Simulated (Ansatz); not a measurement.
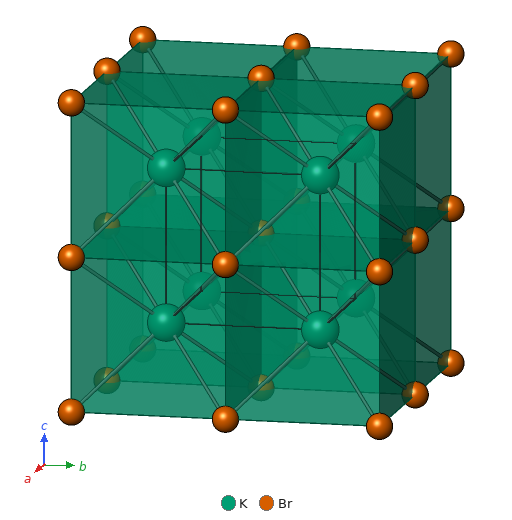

Figure: polyhedral view slightly off an axis. Thin lines show the unit cell, with boundary atoms drawn in all their periodic places. A few atoms beyond the faces are included.

KBr, a = 3.976 Å, b = 3.976 Å, c = 3.976 Å, α = 90.00°, β = 90.00°, γ = 90.29°. Strictly the space group is Cmmm (No. 65, within 0.01 Å). It is a distorted form of a primitive cubic structure, space group Pm-3m (No. 221) within 0.25 Å: caesium chloride (CsCl, B2) type. The structure comes from a structure type filled with these elements by a generator (whether the compound takes this form wasn't checked). The cell was then strained or its atoms displaced on purpose. A calculation with Ansatz used it as input.

This one geometry was computed with Ansatz (DFT, plane waves, PAW) at three levels of theory: r2SCAN, HSE06 and PBE. It was relaxed with r2SCAN and then strained.

Q: How does the band gap change with the level of theory?

A: PBE: a gap of 4.02 eV, indirect; r2SCAN: a gap of 4.77 eV, indirect; HSE06: a gap of 5.19 eV, indirect.

Q: Collect the results in a table.

A:
| level | cutoff (eV) | k-mesh of the run's cell | gap (eV) | pressure (GPa) |
| --- | --- | --- | --- | --- |
| r2SCAN | 500 | 6×6×6 | 4.77 | 0.0 |
| HSE06 | 420 | 4×4×4 | 5.19 | 0.5 |
| PBE | 420 | 6×6×6 | 4.02 | 0.8 |

Gaps are taken on the k-mesh or band path of each run.
